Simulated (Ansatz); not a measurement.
TiSi₂ and related structures: several calculations on one system

**1. Relaxation**

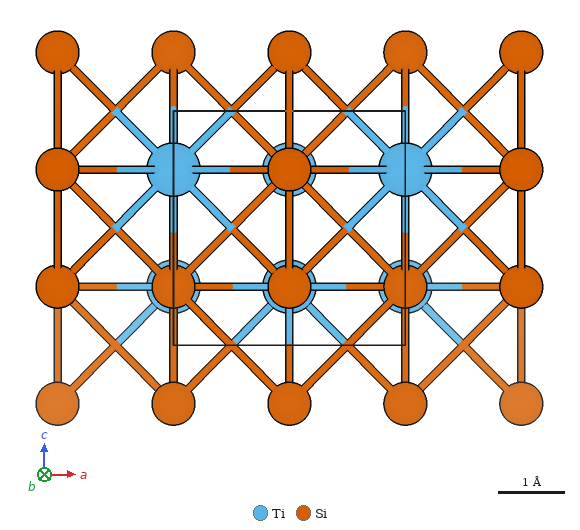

Solid TiSi2 (set up in Cmcm), before the relaxation. A ball-and-stick model of the conventional cell (2 times the calculation's cell), seen along the b axis. Lengths and directions refer to the drawn axes.

Method: DFT PBE, scalar-relativistic, plane waves, PAW (Ansatz).

Input file:
```yaml
crystal:
  lattice:
    - [1.765105025, -6.759281535, 0.0]
    - [1.765105025, 6.759281535, 0.0]
    - [0.0, 0.0, 3.56517397]
  atoms:
    - { symbol: Ti, position: [0.89688192, 0.10311808, 0.75] }
    - { symbol: Ti, position: [0.10311808, 0.89688192, 0.25] }
    - { symbol: Si, position: [0.55825145, 0.44174855, 0.75] }
    - { symbol: Si, position: [0.44174855, 0.55825145, 0.25] }
    - { symbol: Si, position: [0.24968518, 0.75031482, 0.75] }
    - { symbol: Si, position: [0.75031482, 0.24968518, 0.25] }
basis:
  ecutwfc: 420
kpoints:
  mp_grid: { grid: [10, 10, 10] }
hamiltonian:
  xc: pbe
scf:
  occupations: { method: gaussian, width: 0.1 }
output:
  forces: true
  stress: true
  eigenvalues: true
  write_density: true
  write_potential: true
  elf: true
  volumetric_format: npy
relax:
  adjacent_minimum: "off"
  f_tol: 0.005
  max_steps: 80
  cell: { stress_tol: 0.05 }
```

Launched with:
```bash
ansatz run input.yaml --threads 1 --pin off --max-ram 2560MiB --backend cpu --events-out ev --progress --plain --runs-dir out
```

Where does the relaxation end?

The largest moves relative to the cell, 0.012 Å, are those of Si3 and Si4. Si4 goes along +b. By element the largest moves are Si 0.012 Å, Ti 0.001 Å. Cell: a 3.530 → 3.548 Å (+0.5 %), b 13.519 → 13.561 Å (+0.3 %), c 3.565 → 3.579 Å (+0.4 %). Volume +1.2 %. Some distances before and after: Si3–Si4 2.379 → 2.403 Å, Ti1–Si3 2.806 → 2.827 Å, Si5–Si6 2.509 → 2.520 Å, Ti1–Si6 2.665 → 2.675 Å. The space group stays Cmcm (No. 63). After 4 accepted moves (5 points after the start) the energy has fallen by 1.3 meV per atom. Largest force component: 0.18 eV/Å at the start, 0.0008 eV/Å at the end. Pressure: 1.85 GPa at the start and 0.00 GPa at the end. At 1 point the geometry stayed and the basis and grid were re-selected for the new cell (energy shift of less than 0.05 meV per atom at most each time).

Step by step:

| step | E − E(0), meV/atom | largest force component, eV/Å | pressure, GPa | volume, Å³/atom | note |
| --- | --- | --- | --- | --- | --- |
| 0 | 0.00 | 0.1775 | 1.85 | 14.179 |  |
| 1 | -1.16 | 0.0956 | 0.19 | 14.345 |  |
| 2 | -1.29 | 0.0177 | -0.02 | 14.351 |  |
| 3 | -1.30 | 0.0008 | -0.01 | 14.351 |  |
| 4 | -1.30 | 0.0007 | 0.00 | 14.349 |  |
| 5 | -1.33 | 0.0008 | 0.00 | 14.349 | same geometry, new basis |

**2. Relaxation**

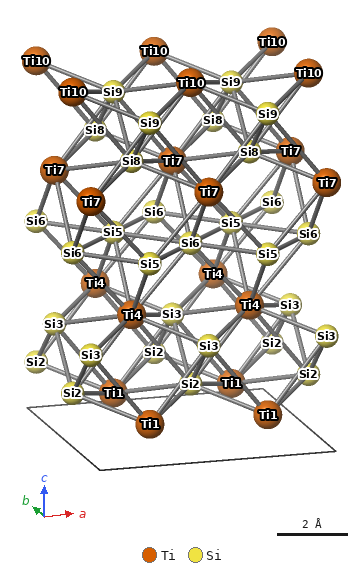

Starting structure of a slab of composition Ti$_{2}$Si$_{3}$ (cut from the Cmcm phase). Style: ball-and-stick. Shown: the 2 × 2 repeat of the cell, outlined in the plane, without the vacuum, slightly off an axis.

Case: (0 1 0) slab, atoms relaxed. The slab is the (0 1 0) face of TiSi2.

All numbers below come from DFT PBE, scalar-relativistic, plane waves, PAW in Ansatz.

The input:
```yaml
crystal:
  lattice:
    - [3.5476078545, 0.0, 0.0]
    - [0.0, 3.5792221399, 0.0]
    - [0.0, 0.0, 24.5787545238]
  atoms:
    - { symbol: Ti, position: [0.5, 0.25, 0.3051415804] }
    - { symbol: Si, position: [0.0, 0.75, 0.329435929] }
    - { symbol: Si, position: [0.0, 0.25, 0.394702132] }
    - { symbol: Ti, position: [0.5, 0.75, 0.4189964807] }
    - { symbol: Si, position: [0.5, 0.25, 0.4999051786] }
    - { symbol: Si, position: [0.0, 0.75, 0.5000948214] }
    - { symbol: Ti, position: [0.0, 0.25, 0.5810035193] }
    - { symbol: Si, position: [0.5, 0.75, 0.605297868] }
    - { symbol: Si, position: [0.5, 0.25, 0.670564071] }
    - { symbol: Ti, position: [0.0, 0.75, 0.6948584196] }
basis:
  ecutwfc: 420
kpoints:
  mp_grid: { grid: [10, 10, 1] }
hamiltonian:
  xc: pbe
scf:
  occupations: { method: gaussian, width: 0.1 }
output:
  forces: true
  eigenvalues: true
  write_density: true
  write_potential: true
  elf: true
  volumetric_format: npy
relax:
  adjacent_minimum: "off"
  f_tol: 0.02
  max_steps: 60
efield:
  axis: 3
  dipole_correction: true
  ramp_width: 0.04
```

Launched with:
```bash
ansatz run input.yaml --threads 1 --pin off --max-ram 2560MiB --backend cpu --events-out ev --progress --plain --runs-dir out
```

Where does the relaxation end?

After 5 geometry steps the energy has fallen by 0.536 eV per cell of the calculation. Largest force component: 1.3 eV/Å at the start, 0.016 eV/Å at the end. The largest moves relative to the layer's centre, 0.29 Å, are those of Si2 and Si9. Si2 goes along the normal (−c). By element the largest moves are Si 0.29 Å, Ti 0.18 Å. The cell stays as it was. Among the contacts that change: Si2–Ti4 2.827 → 3.054 Å, Si8–Ti10 2.827 → 2.613 Å, Ti1–Ti4 3.322 → 3.162 Å, Si2–Si3 2.403 → 2.537 Å. Bond angles that change, for instance: Si2–Ti1–Si2 153.3° → 174.5°, Si2–Ti1–Si3 104.5° → 116.2°, Si3–Ti1–Si3 77.7° → 85.5°. Cost: 7.6 min on 1 thread of Arm Neoverse V1, with other jobs on the host, peak memory 0.68 GiB.

History of the run:

```csv
step,"E − E(0), meV/atom","largest force component, eV/Å"
0,0.00,1.2775
1,-39.57,0.6743
2,-49.32,0.3905
3,-52.96,0.1179
4,-53.53,0.0362
5,-53.56,0.0159
```

After the run, drawn alike:

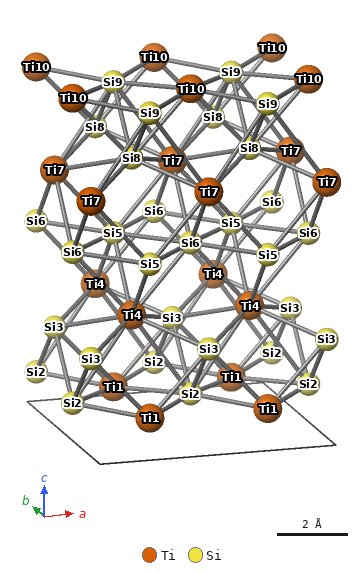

**3. A change**

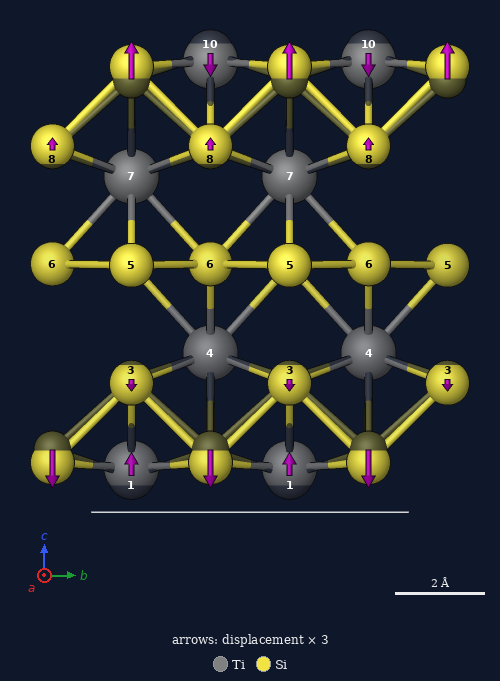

A (0 1 0) slab of TiSi₂ as cut from the relaxed bulk, drawn pale, and a changed version of it, drawn solid. The purple arrows show how the atoms are displaced, magnified 3 times. The picture is a ball-and-stick view of the 1 × 2 repeat of the cell, outlined in the plane, without the vacuum, seen along the a axis.

All numbers below come from Ansatz 0.2.0, DFT PBE, scalar-relativistic, plane waves, PAW. (plane-wave cutoff 420 eV; occupations gaussian; smearing width 0.1 eV; no spin polarisation) The k-mesh is chosen for each cell (10×10×5, 10×10×1).

Question: Describe the change and its computed effect.

Answer: The atoms of the slab are relaxed at the bulk's in-plane cell. The slab isn't stoichiometric; relaxing it gains 0.341 J/m². The top spacing, between the Ti and Si planes, goes from 0.60 to 0.12 Å (−79.7 %), the bottom one (Ti to Si) from 0.60 to 0.12 Å (−79.7 %). The cell stays as it was. The largest moves relative to the layer's centre, 0.29 Å, are those of Si atoms. By element the largest moves are Si 0.29 Å, Ti 0.18 Å. Among the bonded contacts that change: Si–Ti 2.827 → 2.613 to 3.054 Å, Si–Si 2.403 → 2.537 Å, Si–Ti 2.590 → 2.523 to 2.612 Å, Si–Ti 2.672 → 2.672 to 2.685 Å.
